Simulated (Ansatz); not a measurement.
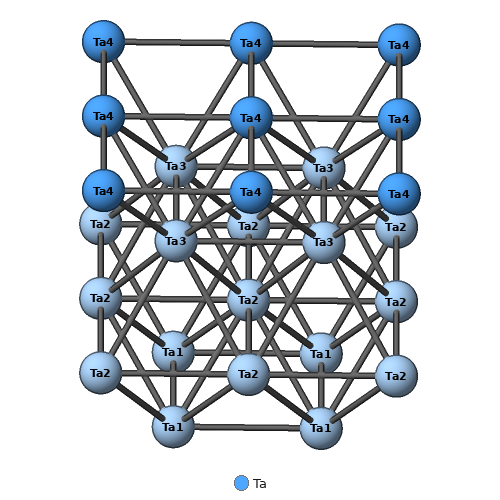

The system is F on a Ta(100) slab cut from the Fm-3m phase (4 atoms of substrate and one adsorbate in a 1 × 1 cell); the picture shows it without the atoms that are moved over the map. One F atom a 1 × 1 cell is placed over a mesh of places on the rigid (1 0 0) surface, and only its height is relaxed. Places are given modulo a cell vector. The map is drawn in real space over the plane of the surface. The grid has 4 × 4 points. All energies are given in eV relative to the lowest grid point. With one adsorbate in each 1 × 1 cell, its nearest image is 3.0 Å away, so neighbouring adsorbates interact. All numbers below come from DFT PBEsol, scalar-relativistic, plane waves, PAW (Ansatz).

Range: place along a₁ from 0.00 to 0.75; place along a₂ from 0.00 to 0.75.

What landscape does the calculation give?

The lowest grid point is at a bridge site between two Ta atoms, (0/4, 2/4) of the cell vectors. The same energy is found at a bridge site between two Ta atoms, (2/4, 0/4) of the cell vectors. The highest grid point, a fourfold hollow over a second-layer Ta atom, (2/4, 2/4) of the cell vectors, lies 0.843 eV above the lowest. At the lowest point the adsorbate has 2 Ta at 2.11 Å as nearest neighbours, at the highest 4 Ta at 2.49 Å. Its relaxed height above the top atom is 1.51 Å at the lowest and 1.35 Å at the highest point.

```tsv
place along a₂ ↓, place along a₁ →	0/4	1/4	2/4	3/4
3/4	0.308	0.413	0.355	0.413
2/4	0.000	0.355	0.843	0.355
1/4	0.308	0.413	0.355	0.413
0/4	0.321	0.308	0.000	0.308
```

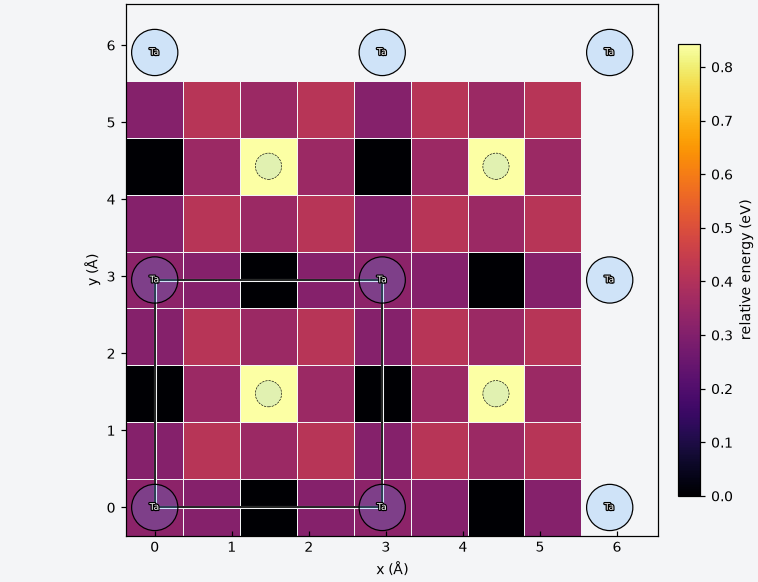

The picture shows one coloured cell a grid point, labelled circles for the atoms of the top layer and small ones for the second layer, the outline of one cell of the 2 × 2 shown.
